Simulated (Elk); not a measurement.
# Polar Kerr effect of Fe3Ge, part 2 of 2

How strongly does Fe3Ge turn reflected light?

Elk 11.2.3 (patched build); PBEsol; all-electron APW+lo, Dirac cores, scalar-relativistic bands with second-variational spin-orbit coupling.

So far. Step 2 (Ground state with spin–orbit coupling): After 22 cycles the largest moment stands at 2.21 μB.

## 5. Optics with a broadening of 0.11 eV

The broadening stands for the lifetime of the excited states; it lowers and widens the peaks.

Input file elk.in:

```
tasks
  121
  122

xctype
  22

rgkmax
  7.0

nempty
  14

swidth
  0.004

reducebf
  0.5

epsengy
  1e-05

maxscl
  100

lmaxi
  3

spinpol
  .true.

spinorb
  .true.

cmagz
  .true.

intraband
  .false.

sppath
  './'

avec
  6.91734346185 0.00000000000 0.00000000000
  0.00000000000 6.91734346185 0.00000000000
  0.00000000000 0.00000000000 6.91734346185

atoms
  2
  'Fe.in'
  3
  0.0000000000 0.5000000000 0.5000000000   0.000000 0.000000 -0.000084
  0.5000000000 0.5000000000 0.0000000000   0.000000 0.000000 -0.000084
  0.5000000000 0.0000000000 0.5000000000   0.000000 0.000000 -0.000084
  'Ge.in'
  1
  0.0000000000 0.0000000000 0.0000000000   0.000000 0.000000 0.000000

ngridk
  11 11 11

wplot
  240 100 0
  0.00000 0.30000

optcomp
  1 1
  1 2
  3 3
```

On the command line:

```console
$ OMP_NUM_THREADS=4 elk
```

Numbers of over 12 decimals in the logs are rounded to 6 here.

Log:

```text
┌─────────────────────────────────┐
│ Elk code version 11.2.3 started │
└─────────────────────────────────┘

Info(readinput): the functional depends on the density's gradient
 muffin-tin radial points multiplied by    2.00000
 (not where nrmtscf is given)

┌────────────────────┐
│ Current task : 121 │
└────────────────────┘

Info(dielectric):
 dielectric tensor written to EPSILON_ij.OUT
 optical conductivity written to SIGMA_ij.OUT
 for components
  i = 1, j = 1
  i = 1, j = 2
  i = 3, j = 3

┌────────────────────┐
│ Current task : 122 │
└────────────────────┘

Warning(chksvso): spin-orbit splittings by the second variation are low [figures from our tests cut]: local-orbitals by j (lorbdm 7 and 8, zora) mend levels alone

Info(dielectric):
 dielectric tensor written to EPSILON_ij.OUT
 optical conductivity written to SIGMA_ij.OUT
 for components
  i = 1, j = 1
  i = 1, j = 2

Info(moke):
 complex Kerr angle in degrees written to KERR.OUT

┌──────────────────┐
│ Elk code stopped │
└──────────────────┘
```

The job ended after 1.7 min (4 threads of Arm Neoverse V1, shared host; peak memory 0.04 GiB).

Intraband term left out, so in a metal the low energies lack the Drude part. The polar Kerr angle by photon energy; values in degrees:

| photon energy (eV) | rotation | ellipticity |
| --- | --- | --- |
| 0.0 | 0 | 0 |
| 0.5 | 0.483 | 0.0384 |
| 1.0 | 0.368 | 0.100 |
| 1.5 | 0.302 | 0.0838 |
| 2.0 | 0.368 | 0.120 |
| 2.5 | 0.474 | 0.216 |
| 3.0 | 0.256 | 0.263 |
| 3.5 | 0.237 | 0.392 |
| 4.0 | 0.146 | 0.417 |
| 4.5 | 0.237 | 0.374 |
| 5.0 | 0.0752 | 0.398 |
| 5.5 | -0.103 | 0.346 |
| 6.0 | -0.0917 | 0.175 |
| 6.5 | -0.127 | 0.198 |
| 7.0 | -0.107 | -6.2e-4 |
| 7.5 | 0.0679 | 0.00163 |
| 8.0 | -0.0577 | 0.0871 |

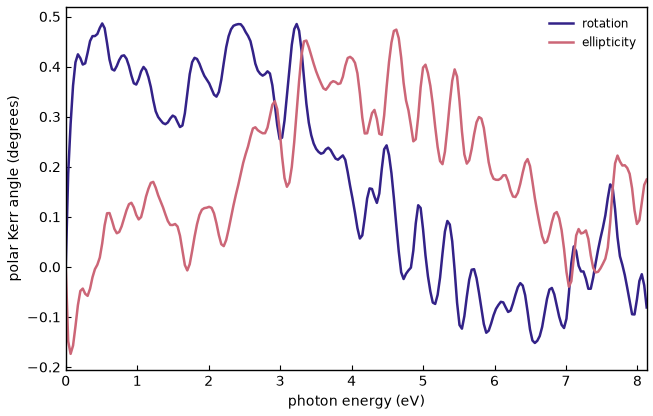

Polar Kerr angle against photon energy.

## 6. An attempt with other settings

An input with a fault is tried, to see how the program answers.

Input file elk.in:

```
tasks
  0

xctype
  22

rgkmax
  7.0

nempty
  14

swidth
  0.005

reducebf
  0.5

epsengy
  1e-05

maxscl
  75

lmaxi
  3

spinpol
  .true.

spinorb
  .true.

cmagz
  .true.

sppath
  './'

avec
  6.91734346185 0.00000000000 0.00000000000
  0.00000000000 6.91734346185 0.00000000000
  0.00000000000 0.00000000000 6.91734346185

atoms
  2
  'Fe.in'
  3
  0.0000000000 0.5000000000 0.5000000000   0.000000 0.000000 -0.084000
  0.5000000000 0.5000000000 0.0000000000   0.000000 0.000000 -0.084000
  0.5000000000 0.0000000000 0.5000000000   0.000000 0.000000 -0.084000
  'Ge.in'
  1
  0.0000000000 0.0000000000 0.0000000000   0.000000 0.000000 0.000000

ngridk
  1 1 1
```

On the command line:

```console
$ OMP_NUM_THREADS=4 elk
```

Log:

```text
Warning(chksvso): spin-orbit splittings by the second variation are low [figures from our tests cut]: local-orbitals by j (lorbdm 7 and 8, zora) mend levels alone
Warning(gndstate): core states of species 2 leak from the muffin-tin :   0.3529688947E-03

--- INFO.OUT ---
┌─────────────────────────┐
│ Elk code version 11.2.3 │
└─────────────────────────┘

All units are atomic (Hartree, Bohr, etc.)

┌─────────────────────────────────────────────────┐
│ Ground-state run starting from atomic densities │
└─────────────────────────────────────────────────┘

Lattice vectors :
   6.917343462       0.000000000       0.000000000
   0.000000000       6.917343462       0.000000000
   0.000000000       0.000000000       6.917343462

Species : 1 (Fe)
 parameters loaded from : Fe.in
 name : iron
 nuclear charge    :   -26.00000000
 electronic charge :    26.00000000
 atomic mass :    101799.2075
 muffin-tin radius :    2.400000000
 number of radial points in muffin-tin :    993
 inner part over the whole radius :   0.9896234358E-02
 number on inner part of muffin-tin    :    700
 approximate nuclear radius :   0.7160107270E-04
 number of mesh points to nuclear radius :    332
 atomic positions (lattice), magnetic fields (Cartesian) :
  1 :   0.00000000  0.50000000  0.50000000    0.00000000  0.00000000 -0.08400000
  2 :   0.50000000  0.50000000  0.00000000    0.00000000  0.00000000 -0.08400000
  3 :   0.50000000  0.00000000  0.50000000    0.00000000  0.00000000 -0.08400000

Species : 2 (Ge)
 parameters loaded from : Ge.in
 name : germanium
 nuclear charge    :   -32.00000000
 electronic charge :    32.00000000
 atomic mass :    132414.6196
 muffin-tin radius :    2.400000000
 number of radial points in muffin-tin :    993
 inner part over the whole radius :   0.9906635991E-02
 number on inner part of muffin-tin    :    702
 approximate nuclear radius :   0.7637961215E-04
 number of mesh points to nuclear radius :    340
 atomic positions (lattice), magnetic fields (Cartesian) :
  1 :   0.00000000  0.00000000  0.00000000    0.00000000  0.00000000  0.00000000

Total number of atoms per unit cell :    4
Total muffin-tin volume :    231.6233432
 ratio of muffin-tin to unit cell volume :   0.6997844794

Spin treatment :
 spin-polarised
 spin-orbit coupling
 global magnetic field (Cartesian) :    0.000000000       0.000000000       0.000000000
 collinear magnetisation in z-direction

Number of Bravais lattice symmetries :   48
Number of crystal symmetries         :    8
Crystal has inversion symmetry
Real symmetric eigensolver will be used

k-point grid :      1     1     1
k-point offset :    0.000000000       0.000000000       0.000000000
k-point set is reduced with full crystal symmetry group
Total number of k-points :        1

Muffin-tin radius times maximum |G+k| :    7.000000000
 using average radius
Maximum |G+k| for APW functions       :    2.916666667
Maximum (1/2)|G+k|²                   :    4.253472222
Maximum |G| for potential and density :    12.00000000
Constant for pseudocharge density :    7
 order of it for each species :   14  14
 order of it for pair densities of each species (exact exchange by exxq0 0: 14) :   10  10
Radial integration step length :    1

G-vector grid sizes :     27    27    27
Number of G-vectors :     9771

Maximum angular momentum used for
 APW functions            :    8
 outer part of muffin-tin :    6
 inner part of muffin-tin :    3

Number of empty states         :     56
Total number of valence states :    176
Total number of core states    :     48

Third-order local-orbitals added for an l without core states : T
Total number of local-orbitals :     89

Exchange-correlation functional :     22     0     0
 PBEsol, Phys. Rev. Lett. 100, 136406 (2008)
 gradient requirement :    1
 generalised gradient approximation (GGA)

Smearing type :    3
 Fermi-Dirac
Smearing width :   0.5000000000E-02
Effective electronic temperature (K) :    1578.875124

Mixing type :    3
 Broyden mixing, J. Phys. A: Math. Gen. 17, L317 (1984)

Kohn-Sham potential initialised from atomic data

┌──────────────────────────────┐
│ Self-consistent loop started │
└──────────────────────────────┘

[... earlier loops left out ...]

┌──────────────────┐
│ Loop number : 20 │
└──────────────────┘

Energies :
 Fermi                       :     0.321571
 sum of occupied eigenvalues :     -3409.6097377095
 electron kinetic            :      6007.8809350825
 core electron kinetic       :      5429.1169781744
 Coulomb                     :     -11677.500339233
 Coulomb potential           :     -9099.4763103874
 nuclear-nuclear             :     -1006.8956959568
 electron-nuclear            :     -12278.895583997
 Hartree                     :      1608.2909407208
 Madelung                    :     -7127.7621840393
 xc potential                :     -317.42174381807
 xc effective B-field        :    -0.592618
 external B-field            :      0.000000
 exchange                    :     -236.77007598875
 correlation                 :     -5.916840
 electron entropic           :    -0.10174391444185E-01
 total energy                :     -5912.3164948965
 (external B-field energy excluded from total)

Density of states at Fermi energy :    135.5745110
 (states/Hartree/unit cell)

Estimated indirect band gap :   0.3114062585E-01
 from k-point 1 to k-point 1
Estimated direct band gap   :   0.3114062585E-01
 at k-point 1

Charges :
 core                        :    48.00000000
 valence                     :    62.00000000
 interstitial                :    3.784246818
 muffin-tins (core leakage)
  species : 1 (Fe)
   atom 1                    :    25.09976178     ( -0.2258119132E-06)
   atom 2                    :    25.09990384     ( -0.2258116538E-06)
   atom 3                    :    25.09976178     ( -0.2258119132E-06)
  species : 2 (Ge)
   atom 1                    :    30.91632578     (  0.3529688947E-03)
 total in muffin-tins        :    106.2157532
 total calculated charge     :    109.9991733
 total charge                :    110.0000000
 error                       :   0.8267229173E-03

Moments :
 interstitial                :   0.1697551268
 muffin-tins
  species : 1 (Fe)
   atom 1                    :    3.166417028
   atom 2                    :    3.166091480
   atom 3                    :    3.166417028
  species : 2 (Ge)
   atom 1                    :   0.2910615233
 total in muffin-tins        :    9.789987058
 total moment                :    9.959742185

┌──────────────────────────────┐
│ Self-consistent loop stopped │
└──────────────────────────────┘

Warning : core states of species 2 leak from the muffin-tin :   0.3529688947E-03

Wrote STATE.OUT
```

Wall time 12 s (4 threads); peak memory 0.34 GiB.

The run converged, but its input is faulty, so its numbers are not to be trusted.

The fault in the input: one k-point for a small cell.

The largest moment is 3.17 μB against 2.21 μB in the first run, and the free energy lies +5.17 eV from it.

A single point can't sample the zone of a small cell; the mesh must follow the cell's size.

## 7. The strongest peak

The largest local extreme of the rotation above 1.5 eV, for majority spin along +z:

| broadening (eV) | energy (eV) | rotation (°) | ellipticity (°) | rotation at 1.96 eV (°) |
| --- | --- | --- | --- | --- |
| 0.20 | 2.42 | 0.440 | 0.156 | 0.374 |
| 0.11 | 3.23 | 0.485 | 0.309 | 0.377 |

## 8. Results

```yaml
net_spin_moment: 6.42 μB a cell
strongest_peak_above_1p5_ev: 0.44° at 2.4 eV
rotation_at_1p96_ev: 0.37°
```

**Reading.** Above 1.5 eV the rotation peaks at 2.42 eV, with 0.44° for majority spin along +z at a broadening of 0.20 eV. The run's majority spin points along +z; the magnetisation points the other way, and the angle changes sign with it. The intraband (Drude) term is left out, which matters in a metal: most under about 1.5 eV, and higher wherever the diagonal response is small. Which peak is strongest changes with the broadening. These are independent-particle spectra on a 11×11×11 mesh, not shown converged.

[Logs and program files are shortened in this print: banners, set-up blocks, solver, clock and traceback lines can be left out without a mark of their own.]

[Logs are printed without paths, hosts, clocks, repeated set-up lines and the standing remarks that a program may print on its own settings, such as how far it seeks lower states.]

[Hosts, paths, dates, database ids (printed as entryN), source tags and the programs' standing remarks are cut or masked in the printed files.]

[Where a cell is said to come from a database of computed structures, the database is the Materials Project.]
